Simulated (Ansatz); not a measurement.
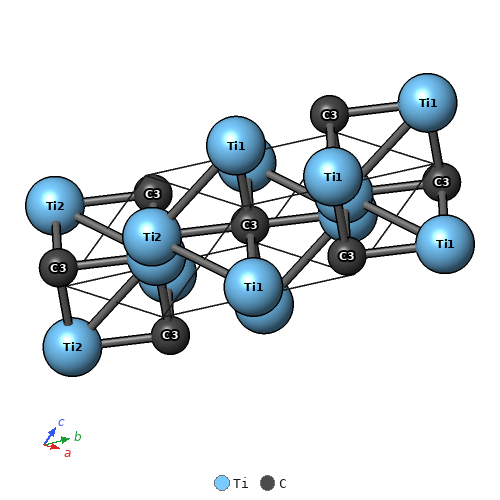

The system is Ti2C (R-3m, No. 166; 3 atoms in the cell); the picture shows the reference structure. The cell is strained homogeneously, by one strain along x and y and another along z, with fractional coordinates fixed (x along [1 0 0], z along [0 0 1] of the conventional cell). Coordinates scanned: (1) strain along x and y; (2) strain along z. Grid: 5 × 5 points. At 4 points there is no value. Energies: meV/atom, counted from the lowest grid point. These are results of Ansatz 0.2.0, DFT PBEsol, scalar-relativistic, plane waves, PAW, not measurements. Settings: cutoff 420 eV, k-mesh 18×18×18, gaussian smearing 0.15 eV, no spin polarisation.

Its coordinates:

```yaml
crystal:
  lattice:
    - [1.52640, 0.88127, 4.77274]
    - [-1.52640, 0.88127, 4.77274]
    - [0.00000, -1.76254, 4.77274]
  atoms:
    - { symbol: Ti, position: [0.24582, 0.24582, 0.24582] }
    - { symbol: Ti, position: [0.75418, 0.75418, 0.75418] }
    - { symbol: C, position: [0.50000, 0.50000, 0.50000] }
```

Range: strain along x and y from −8 to 8 %; strain along z from −8 to 8 %.

> What landscape does the calculation give?

The lowest grid point is at strain along x and y = 0 %, strain along z = 0 %. It is the only kind of minimum in the scanned range. The highest grid point, strain along x and y = −8 %, strain along z = −8 %, lies 579 meV/atom above the lowest. Round the minimum the valley is somewhat tilted: raising strain along x and y shifts the best value of strain along z downwards (coupling k₁₂/√(k₁₁k₂₂) about 0.4).

```tsv
strain along z ↓, strain along x and y →	−8	−4	0	4	8
8	231	82	75	176	358
4	238	–	20	–	267
0	292	67	0	55	203
−4	403	–	22	–	169
−8	579	246	93	79	168
```

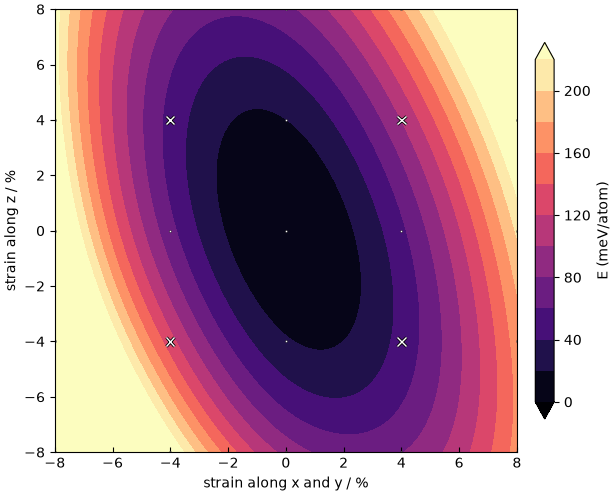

The picture shows filled contours, crosses at grid points without a value, dots at the grid points, one colour for all values above the top of the scale. Between grid points the surface is interpolated.
